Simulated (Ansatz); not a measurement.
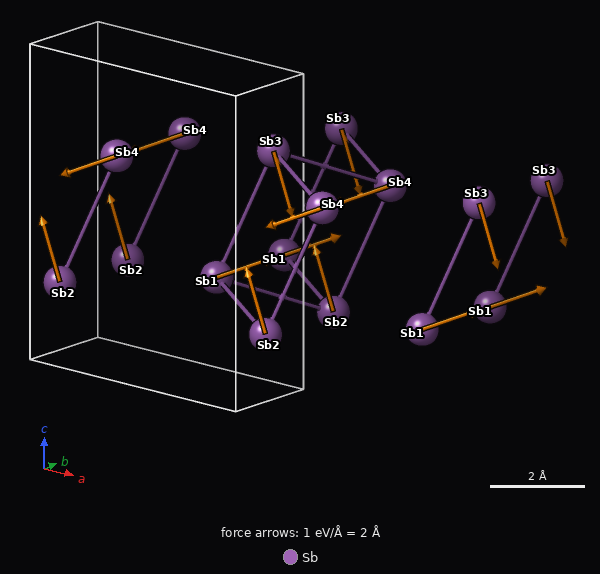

A changed version of a symmetric starting cell of Sb, with the computed forces as orange arrows. Besides, all lengths are scaled by +5.0 % (volume +15.7 %). A ball-and-stick model of the cell of the calculation, repeated 2 × 2 × 1 with one cell outlined, seen slightly off an axis.

Theory: Ansatz 0.2.0, DFT PBE, scalar-relativistic, plane waves, PAW. (plane-wave cutoff 420 eV; k-point mesh 10 × 10 × 8; occupations gaussian; smearing width 0.1 eV; no spin polarisation)

**How do the forces relate to the distortion?**

The atoms keep their fractional coordinates. No relaxation follows. The starting cell wasn't computed here and needn't be at equilibrium, so pressure and forces aren't due to the change alone. The pressure is −5.1 GPa (not all of it need come from the change, since the unchanged cell can be under pressure at this level too). The principal stresses (compression positive) are −4.7 GPa along c, −4.8 GPa roughly along a, −5.8 GPa along b. The largest forces, 0.77 eV/Å, act on Sb2 and Sb3; on Sb2 it points along [−1 0 2]. Near-neighbour distances before and after: Sb–Sb 2.978 → 3.126 Å, Sb–Sb 2.917 → 3.063 Å. The space group stays P2_1/m (No. 11).
